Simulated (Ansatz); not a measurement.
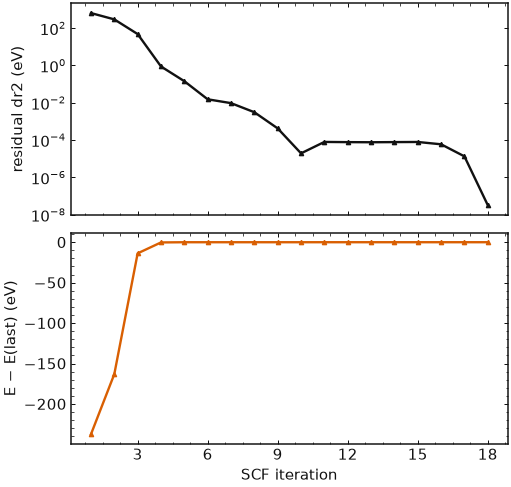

The plot shows the SCF iterations of a calculation: density residual dr2, Harris–Foulkes energy less its last value. The starting density is a sum of atomic densities corrected by a trained network.

- system: AlNi₃ (Fm-3m, 4 atoms in the cell; far from its equilibrium volume)
- method: Ansatz 0.2.0, DFT PBE, scalar-relativistic, plane waves, PAW; cutoff 130 eV, 14×14×14 k-mesh, Gaussian smearing of 0.1 eV, no spin polarisation

### How did this run end?

It converged, after 18 iterations. The residual comes down, with one marked jump up, by a factor of about 4, at step 11.
